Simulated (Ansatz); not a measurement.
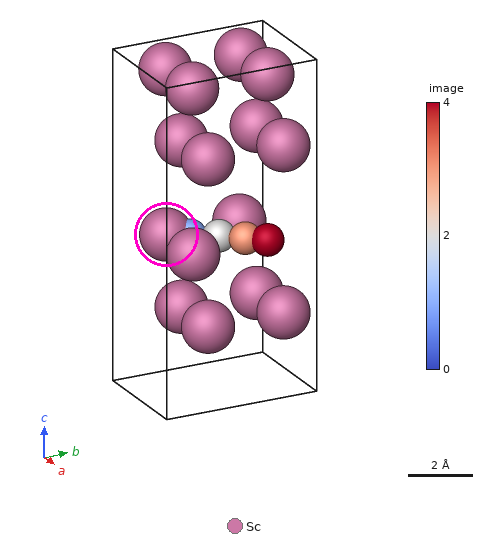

A search for the minimum-energy path of a defect cell of composition Sc with a Sc vacancy (15 atoms in the cell) by the nudged elastic band. Images are numbered from 0 (start) to 4 (end). The start is drawn whole; smaller spheres mark the moving atoms (Sc) in the later images, joined by lines and coloured by the number of the image. A spheres-only model of the simulation cell (origin moved), seen slightly off an axis. The moving atom is ringed, with any periodic copies.

All numbers below come from Ansatz 0.2.0, DFT, PAW plane waves, PBE. Settings: plane-wave cutoff 420 eV; k-point mesh 3 × 3 × 2; Fermi-Dirac smearing 0.1 eV; 3 movable images; climbing image; force threshold 0.1 eV/Å; iteration limit 40.

**What moves, how far, and at what cost in energy?**

It is a vacancy jump: a nearby atom moves into the empty site and leaves its own site empty. A Sc atom travels furthest, 3.33 Å from end to end, along [1 1 0], on a path that bends up to 0.27 Å away from the straight line. At the highest image its nearest neighbour (Sc) is 3.14 Å away, against 3.28 Å at the start, and the surrounding atoms stand up to 0.62 Å off the mean of their end positions. The barrier is about 0.110 eV in both directions, with image 2 at the top; the ends have the same energy. The band converged in 7 iterations. The largest component of the band force went from 0.93 to 0.025 eV/Å. The climbing image converged on the top of the path. Its curvatures weren't checked. The force threshold of 0.1 eV/Å is loose, so the barrier is approximate.

Limits of the set-up: the periodic images lie only 6.7 Å apart, so the values are limited by the cell's size.
